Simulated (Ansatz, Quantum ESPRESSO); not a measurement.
# 1T-PbI2, 1 layer: the energy at a withheld member of a series

**Set-up.** Quantum ESPRESSO 7.5, PBE, GBRV ultrasoft. Cell and atoms are first relaxed; each strained cell is then held and the atoms relax in it. A periodic run with 15 Å of vacuum in the starting cell gives the vacuum levels, and bands follow along a path. The series steps biaxial strain. Energies count from the lowest.

| biaxial strain | energy (eV) |
| --- | --- |
| -4 % | 0.0378 |
| -3 % | 0.0212 |
| -2 % | 0.0095 |
| -1 % | 0.0025 |
| 0 % | 0.0000 |
| 1 % | 0.0018 |
| 2 % | 0.0075 |
| 3 % | 0.0171 |

One more run was made and is withheld. What is the energy at 4 %?

**Worked estimate.** The rows at 2 % and 3 % give a slope of (0.0171 − (0.0075))/(3 − (2)) = 0.0096, so a straight line gives 0.0267 eV. A parabola through these and the row at 1 % gives 0.0306 eV.

What the calculation gave: 0.0303 eV. The line misses by −0.0036 and the parabola by +0.0003 eV. The parabola does better.

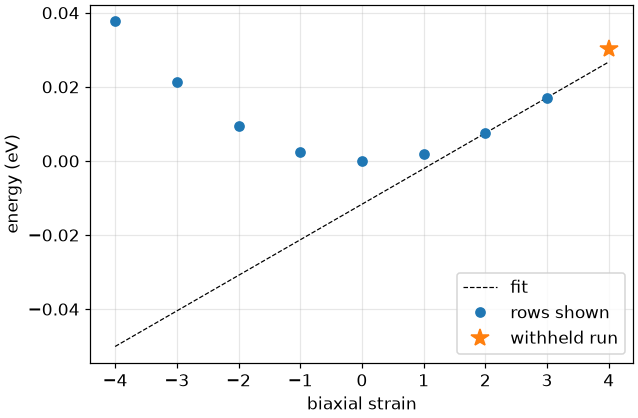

The rows shown, the fit and the withheld run.

Caveats: Semilocal gaps are too small; the 1×1 cell can't ripple over many cells under compression as a free sheet would. No spin-orbit coupling.
